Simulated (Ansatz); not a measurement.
AlGaN$_{2}$

```yaml
crystal:
  lattice:
    - [4.43150, 0.00000, 0.00000]
    - [0.00000, 4.43150, 0.00000]
    - [0.00000, 0.00000, 8.87105]
  atoms:
    - { symbol: Al, position: [0.00000, 0.00000, 0.00000] }
    - { symbol: Al, position: [0.50000, 0.50000, 0.50000] }
    - { symbol: N, position: [0.23742, 0.25000, 0.12500] }
    - { symbol: N, position: [0.73742, 0.75000, 0.62500] }
    - { symbol: Al, position: [0.00000, 0.50000, 0.25000] }
    - { symbol: Al, position: [0.50000, 0.00000, 0.75000] }
    - { symbol: N, position: [0.25000, 0.73742, 0.37500] }
    - { symbol: N, position: [0.75000, 0.23742, 0.87500] }
    - { symbol: Ga, position: [0.00000, 0.00000, 0.50000] }
    - { symbol: Ga, position: [0.50000, 0.50000, 0.00000] }
    - { symbol: N, position: [0.26258, 0.25000, 0.62500] }
    - { symbol: N, position: [0.76258, 0.75000, 0.12500] }
    - { symbol: Ga, position: [0.50000, 0.00000, 0.25000] }
    - { symbol: Ga, position: [0.00000, 0.50000, 0.75000] }
    - { symbol: N, position: [0.75000, 0.26258, 0.37500] }
    - { symbol: N, position: [0.25000, 0.76258, 0.87500] }
```

Space group I-42d; started from the ordered alloy on zincblende lattice prototype, which need not be the ambient phase.

All numbers below come from Ansatz 0.2.0, DFT, r2SCAN, plane waves, PAW.

What will maps of the valence pseudo-density and electron localisation function show?

Answer. Al–N (1.89 Å): ρ is about 0.7 e/Å³ halfway; the ELF peaks at about 0.90 between the atoms; a polar covalent bond.
Ga–N (1.95 Å): ρ is about 0.73 e/Å³ halfway; the ELF peaks at about 0.85 in the valence shell of N, 0.7 Å from its nucleus, and is about 0.50 at the midpoint.

Does the calculation make it a metal, or give it a gap?

Answer. It is gapped, with a Kohn–Sham gap of 3.4 eV on the k-point mesh, an upper bound to the gap of this method.

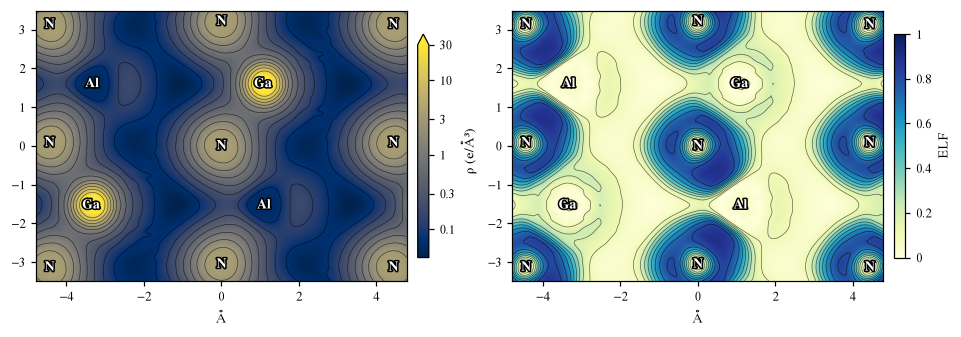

Computed valence pseudo-density and electron localisation function on the (110) plane of the conventional cell, in this order. 

In a PAW calculation such maps are meaningful between the atoms, not at the nuclei.
